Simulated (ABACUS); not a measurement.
Band-structure run of HgTe (part 1 of 2)

System: HgTe (F-43m, 2 atoms in the cell).
Method: Kohn-Sham DFT of a periodic cell, r2SCAN, SG15 ONCV 1.2 PBE, no spin polarisation (ABACUS 3.10.1).

The structure derives from an entry of the Crystallography Open Database. It belongs to a series of runs on one base structure; here: bands on the converged density.

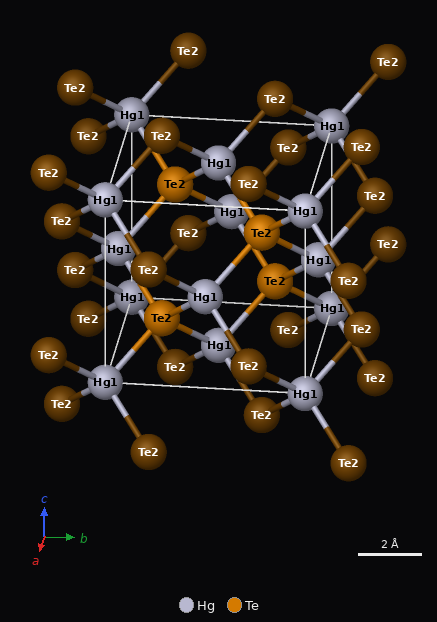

The structure (ball-and-stick view of the cell 4 times as large as that of the calculation, set on its symmetry axes, seen at an oblique angle; neighbours outside the cell are drawn fainter; atoms are numbered from 1 in the order of the input). An atom can appear more than once, as a periodic image. Near neighbours in the periodic cell (some may lie outside the picture): Hg has 4 Te at 2.78 Å; Te has 4 Hg at 2.78 Å.

## Summary

- outcome: converged
- space group (tolerance 0.01 Å): F-43m (216)
- electrons treated: 36
- hardware: 4 threads of Intel Xeon (Granite Rapids), 32 GiB of memory available, shared host
- wall time: 1.9 min (CPU time 7.4 min)
- peak memory: 0.88 GiB

## Notes

Spin–orbit coupling is left out, which matters for Hg.

## Input
```
INPUT_PARAMETERS
suffix              HgTe
calculation         nscf
basis_type          pw
pseudo_dir          ./
symmetry            -1
dft_functional      MGGA_X_R2SCAN+MGGA_C_R2SCAN
ecutwfc             96.0
pseudo_rcut         7
nspin               1
nbands              28
ks_solver           dav
smearing_method     fd
smearing_sigma      0.00367493
scf_thr             1e-08
scf_nmax            100
mixing_type         broyden
mixing_beta         0.7
mixing_tau          1
init_chg            file
pw_diag_thr         1e-07
out_band            1
kpar                4
```

## File STRU
```
ATOMIC_SPECIES
Hg 200.5920 Hg_ONCV_PBE-1.2.upf
Te 127.6000 Te_ONCV_PBE-1.2.upf

LATTICE_CONSTANT
1.8897261246

LATTICE_VECTORS
0.0000000000 3.2145000000 3.2145000000
3.2145000000 0.0000000000 3.2145000000
3.2145000000 3.2145000000 0.0000000000

ATOMIC_POSITIONS
Direct

Hg
0.0
1
0.0000000000 0.0000000000 0.0000000000 1 1 1

Te
0.0
1
0.2500000000 0.2500000000 0.2500000000 1 1 1
```

## File KPT
```
K_POINTS
12
Line
0.00000000 0.00000000 0.00000000 10 // G
0.50000000 0.00000000 0.50000000 10 // X
0.50000000 0.25000000 0.75000000 10 // W
0.37500000 0.37500000 0.75000000 10 // K
0.00000000 0.00000000 0.00000000 10 // G
0.50000000 0.50000000 0.50000000 10 // L
0.62500000 0.25000000 0.62500000 10 // U
0.50000000 0.25000000 0.75000000 10 // W
0.50000000 0.50000000 0.50000000 10 // L
0.37500000 0.37500000 0.75000000 1 // K
0.62500000 0.25000000 0.62500000 10 // U
0.50000000 0.00000000 0.50000000 1 // X
```

Command:
```bash
OMP_NUM_THREADS=1 mpirun -np 4 abacus > log
```

## What the program printed
```
ABACUS v3.10.1

               Atomic-orbital Based Ab-initio Computation at UStc

 ------------------------------------------------------------------------------------

 READING GENERAL INFORMATION
                           global_out_dir = OUT.HgTe/
                           global_in_card = INPUT
                               pseudo_dir = ./
                              orbital_dir =
                                    DSIZE = 4
                                    GSIZE = 1

 READING UNITCELL INFORMATION
                                    ntype = 2
                  lattice constant (Bohr) = 1.88973
              lattice constant (Angstrom) = 1

 READING ATOM TYPE 1
                               atom label = Hg
                      L=0, number of zeta = 1
                      L=1, number of zeta = 1
                      L=2, number of zeta = 1
             number of atom for this type = 1

 READING ATOM TYPE 2
                               atom label = Te
                      L=0, number of zeta = 1
                      L=1, number of zeta = 1
                      L=2, number of zeta = 1
             number of atom for this type = 1

                        TOTAL ATOM NUMBER = 2
DIRECT COORDINATES
    atom                   x                   y                   z     mag                  vx                  vy                  vz
taud_Hg1            0.0000000000        0.0000000000        0.0000000000  0.0000        0.0000000000        0.0000000000        0.0000000000
taud_Te1            0.2500000000        0.2500000000        0.2500000000  0.0000        0.0000000000        0.0000000000        0.0000000000

                          Volume (Bohr^3) = 448.298
                             Volume (A^3) = 66.4308

 Lattice vectors: (Cartesian coordinate: in unit of a_0)
                   +0             +3.2145             +3.2145
              +3.2145                  +0             +3.2145
              +3.2145             +3.2145                  +0
 Reciprocal vectors: (Cartesian coordinate: in unit of 2 pi/a_0)
            -0.155545           +0.155545           +0.155545
            +0.155545           -0.155545           +0.155545
            +0.155545           +0.155545           -0.155545
 The esolver type has been set to : ksdft_pw

                PAO radial cut off (Bohr) = 7

 Read in pseudopotential file is Hg_ONCV_PBE-1.2.upf
                     pseudopotential type = NC
          exchange-correlation functional = PBE
                 nonlocal core correction = 0
                        valence electrons = 20
                                     lmax = 3
                           number of zeta = 0
                     number of projectors = 8
                           L of projector = 0
                           L of projector = 0
                           L of projector = 1
                           L of projector = 1
                           L of projector = 2
                           L of projector = 2
                           L of projector = 3
                           L of projector = 3
 XC functional updated to : MGGA_X_R2SCAN+MGGA_C_R2SCAN
          exchange-correlation functional = MGGA_X_R2SCAN+MGGA_C_R2SCAN
                PAO radial cut off (Bohr) = 7

 Read in pseudopotential file is Te_ONCV_PBE-1.2.upf
                     pseudopotential type = NC
          exchange-correlation functional = PBE
                 nonlocal core correction = 0
                        valence electrons = 16
                                     lmax = 2
                           number of zeta = 0
                     number of projectors = 6
                           L of projector = 0
                           L of projector = 0
                           L of projector = 1
                           L of projector = 1
                           L of projector = 2
                           L of projector = 2
 XC functional updated to : MGGA_X_R2SCAN+MGGA_C_R2SCAN
          exchange-correlation functional = MGGA_X_R2SCAN+MGGA_C_R2SCAN
     initial pseudo atomic orbital number = 0

 SETUP THE ELECTRONS NUMBER
            electron number of element Hg = 20
      total electron number of element Hg = 20
            electron number of element Te = 16
      total electron number of element Te = 16
            AUTOSET number of electrons:  = 36
                           occupied bands = 18
                                   NBANDS = 28
                                   NLOCAL = 18

%%%%%%%%%%%%%%%%%%%%%%%%%%%%%%%%%%%%%%%%%%%%%%%%%%%%%%%%%%%%%%%%%%%%%%%%%%%%%%%%%%%%%%%%%%%%%%%%%%%%%%%%%%
 Warning: the number of valence electrons in pseudopotential > 12 for Hg: [Xe] 4f14 5d10 6s2
 Warning: the number of valence electrons in pseudopotential > 6 for Te: [Kr] 4d10 5s2 5p4
 Pseudopotentials with additional electrons can yield (more) accurate outcomes, but may be less efficient.
 If you're confident that your chosen pseudopotential is appropriate, you can safely ignore this warning.
%%%%%%%%%%%%%%%%%%%%%%%%%%%%%%%%%%%%%%%%%%%%%%%%%%%%%%%%%%%%%%%%%%%%%%%%%%%%%%%%%%%%%%%%%%%%%%%%%%%%%%%%%%

 SETUP THE PLANE WAVE BASIS
 energy cutoff for charge/potential (unit:Ry) = 384
            fft grid for charge/potential = [ 54, 54, 54 ]
                        fft grid division = [ 1, 1, 1 ]
        big fft grid for charge/potential = [ 54, 54, 54 ]
                                     nbxx = 157464
                                     nrxx = 157464

 SETUP PLANE WAVES FOR CHARGE/POTENTIAL
                    number of plane waves = 57001
                         number of sticks = 1945

 PARALLEL PW FOR CHARGE/POTENTIAL
     PROC   COLUMNS(POT)             PW
        1           1945          57001
 --------------- sum -------------------
        1           1945          57001
                            number of |g| = 482
                                  max |g| = 34.7188
                                  min |g| = 0

----------- Double Check Mixing Parameters Begin ------------
mixing_type: broyden
mixing_beta: 0.7
mixing_gg0: 1
mixing_gg0_min: 0.1
mixing_ndim: 8
----------- Double Check Mixing Parameters End ------------

 SETUP K-POINTS
                                    nspin = 1
                                   nkstot = 102
K-POINTS DIRECT COORDINATES
 KPOINTS    DIRECT_X    DIRECT_Y    DIRECT_Z  WEIGHT
       1  0.00000000  0.00000000  0.00000000  1.0000
       2  0.05000000  0.00000000  0.05000000  1.0000
       3  0.10000000  0.00000000  0.10000000  1.0000
       4  0.15000000  0.00000000  0.15000000  1.0000
       5  0.20000000  0.00000000  0.20000000  1.0000
       6  0.25000000  0.00000000  0.25000000  1.0000
       7  0.30000000  0.00000000  0.30000000  1.0000
       8  0.35000000  0.00000000  0.35000000  1.0000
       9  0.40000000  0.00000000  0.40000000  1.0000
      10  0.45000000  0.00000000  0.45000000  1.0000
      11  0.50000000  0.00000000  0.50000000  1.0000
      12  0.50000000  0.02500000  0.52500000  1.0000
      13  0.50000000  0.05000000  0.55000000  1.0000
      14  0.50000000  0.07500000  0.57500000  1.0000
      15  0.50000000  0.10000000  0.60000000  1.0000
      16  0.50000000  0.12500000  0.62500000  1.0000
      17  0.50000000  0.15000000  0.65000000  1.0000
      18  0.50000000  0.17500000  0.67500000  1.0000
      19  0.50000000  0.20000000  0.70000000  1.0000
      20  0.50000000  0.22500000  0.72500000  1.0000
      21  0.50000000  0.25000000  0.75000000  1.0000
      22  0.48750000  0.26250000  0.75000000  1.0000
      23  0.47500000  0.27500000  0.75000000  1.0000
      24  0.46250000  0.28750000  0.75000000  1.0000
      25  0.45000000  0.30000000  0.75000000  1.0000
      26  0.43750000  0.31250000  0.75000000  1.0000
      27  0.42500000  0.32500000  0.75000000  1.0000
      28  0.41250000  0.33750000  0.75000000  1.0000
      29  0.40000000  0.35000000  0.75000000  1.0000
      30  0.38750000  0.36250000  0.75000000  1.0000
[... 72 further k points ...]

           k-point number in this process = 26
       minimum distributed K point number = 25

[... K-POINTS CARTESIAN COORDINATES: 26 rows ...]

[... K-POINTS DIRECT COORDINATES: 26 rows ...]

 SETUP PLANE WAVES FOR WAVE FUNCTIONS
     energy cutoff for wavefunc (unit:Ry) = 96
              fft grid for wave functions = [ 54, 54, 54 ]
                    number of plane waves = 8393
                         number of sticks = 547

 PARALLEL PW FOR WAVE FUNCTIONS
     PROC   COLUMNS(POT)             PW
        1            547           8393
 --------------- sum -------------------
        1            547           8393

 SETUP NONLOCAL PSEUDOPOTENTIALS IN PLANE WAVE BASIS
 Hg non-local projectors:
 projector 1 L=0
 projector 2 L=0
 projector 3 L=1
 projector 4 L=1
 projector 5 L=2
 projector 6 L=2
 projector 7 L=3
 projector 8 L=3
 Te non-local projectors:
 projector 1 L=0
 projector 2 L=0
 projector 3 L=1
 projector 4 L=1
 projector 5 L=2
 projector 6 L=2
      TOTAL NUMBER OF NONLOCAL PROJECTORS = 50

 Init Non-Local PseudoPotential table :
 Init Non-Local-Pseudopotential done.

                                     npwx = 7151

 -------------------------------------------
 NONSELF-CONSISTENT
 -------------------------------------------
                                 init_chg = file
 try to read charge from file
 Read in the charge density: OUT.HgTe//HgTe-CHARGE-DENSITY.restart
 try to read kinetic energy density from file
 Read in the kinetic energy density: OUT.HgTe//HgTe-TAU-DENSITY.restart

 PW ALGORITHM --------------- ION=   1  ELEC=   1--------------------------------

 k(1/102) Iter steps (avg)=14 threshold=1e-07
```
